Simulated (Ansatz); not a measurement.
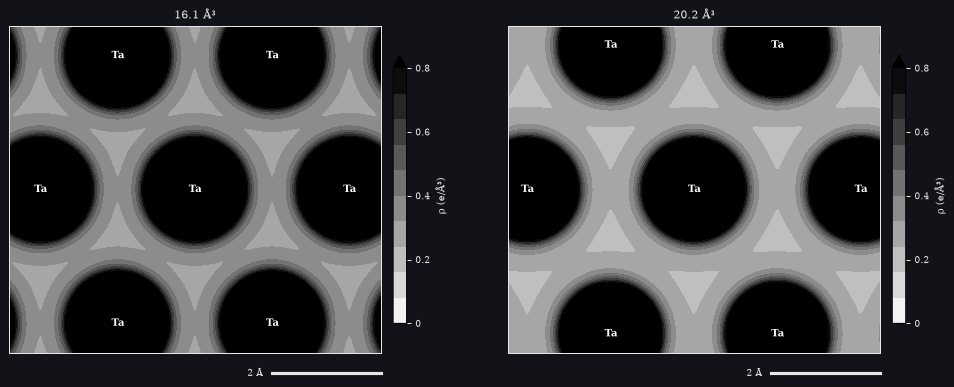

Ta. The valence charge density (pseudo) of cells scaled evenly to different volumes (given per atom above each panel), on the (111) plane of each (indices in the axes of the cell below), at one length scale and on one colour scale.

Computed without spin polarisation.

Theory: DFT r2SCAN, scalar-relativistic, plane waves, PAW in Ansatz 0.2.0.

Core electrons are frozen (PAW), and the valence fields are smoothed inside the atomic spheres.

The largest cell:

```xyz
1
Lattice="0.0000 2.1627 2.1627 2.1627 0.0000 2.1627 2.1627 2.1627 0.0000" Properties=species:S:1:pos:R:3 pbc="T T T"
Ta    0.0000    0.0000    0.0000
```

| volume (Å³/atom) | Ta–Ta contact in the plane (Å) | ρ at its midpoint (e/Å³) | pressure (GPa) | 
| --- | --- | --- | --- |
| 16.11 | 2.835 | 0.320 | 37.5 | 
| 17.41 | 2.909 | ? | ? | 
| 20.23 | 3.059 | 0.243 | −14.2 | 

Q: What values belong in the row with question marks?

A: Over the known rows ln ρ falls by 1.23 per Å of Ta–Ta distance (the line through the two), which gives 0.292 e/Å³ at 2.909 Å; the calculation gives 0.292 e/Å³. For the pressure, a straight line in volume between the neighbouring rows gives 21.2 GPa; the calculation gives 15.2, lower because pressure rises ever faster on compression.
